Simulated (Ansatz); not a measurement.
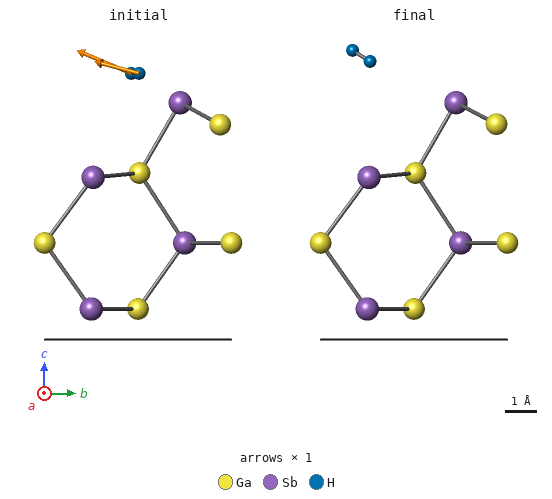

The structure of a slab of composition Ga₂Sb₂H (cut from the F-43m phase) before (left) and after (right) a constrained relaxation, at one scale. The orange arrows give the displacements, at their true length.

A ball-and-stick model of the 2 × 1 repeat of the cell, outlined in the plane, without the vacuum, seen along the a axis.

Case: H2 put at a hollow Sb-Sb-Ga site. The slab is the (1 1 0) face of GaSb with H2 on it. 4 atoms are held fixed.

Level of theory: Ansatz 0.2.0, DFT PBEsol, scalar-relativistic, plane waves, PAW.

The input:
```yaml
crystal:
  lattice:
    - [4.321290898, 0.0, 0.0]
    - [0.0, 6.1112281949, 0.0]
    - [0.0, 0.0, 25.481936347]
  atoms:
    - { symbol: Ga, position: [0.5, 0.5, 0.3335696269] }
    - { symbol: Sb, position: [0.0, 0.25, 0.3335696269] }
    - { symbol: Ga, position: [0.0, 0.0, 0.4183608853] }
    - { symbol: Sb, position: [0.5, 0.75, 0.4183608853] }
    - { symbol: Ga, position: [0.5, 0.5081490291, 0.5080939784] }
    - { symbol: Sb, position: [0.0, 0.2596050576, 0.5024965725] }
    - { symbol: Ga, position: [0.0, -0.059979412, 0.5702272539] }
    - { symbol: Sb, position: [0.5, 0.7257251558, 0.5983037994] }
    - { symbol: H, position: [0.0, 0.4638236332, 0.6359775454] }
    - { symbol: H, position: [0.1630087941, 0.5059599936, 0.6359775454] }
basis:
  ecutwfc: 420
kpoints:
  mp_grid: { grid: [7, 5, 1] }
hamiltonian:
  xc: pbesol
scf:
  occupations: { method: gaussian, width: 0.1 }
output:
  forces: true
  eigenvalues: true
relax:
  adjacent_minimum: "off"
  f_tol: 0.03
  max_steps: 70
  constraints: [{ sites: [0, 1, 2, 3] }]
efield:
  axis: 3
  dipole_correction: true
  ramp_width: 0.04
```

Command:
```bash
ansatz run input.yaml --threads 4 --pin off --max-ram 10240MiB --backend cpu --events-out ev --progress --plain --runs-dir out
```

### Summarise the run.

H9 moves most: 1.94 Å at 67° to the normal (+c side). By element the largest moves are H 1.94 Å, Ga 0.02 Å, Sb 0.01 Å. The cell stays as it was. Among the contacts that change: H9–H10 0.750 → 0.765 Å. After 17 accepted moves (20 points after the start) the energy has fallen by 0.346 eV per cell of the calculation. Largest force component: 1.1 eV/Å at the start, 0.018 eV/Å at the end. 3 steps only repeated the SCF at the same geometry. The forces were under the threshold at step 7, but the run went on from there. Cost: 3.5 min on 4 threads of Intel(R) Xeon(R) 6975P-C (Granite Rapids), with other jobs on the host, peak memory 1.8 GiB.

Limits of the set-up: the periodic images lie only 4.3 Å apart, so the values are limited by the cell's size.
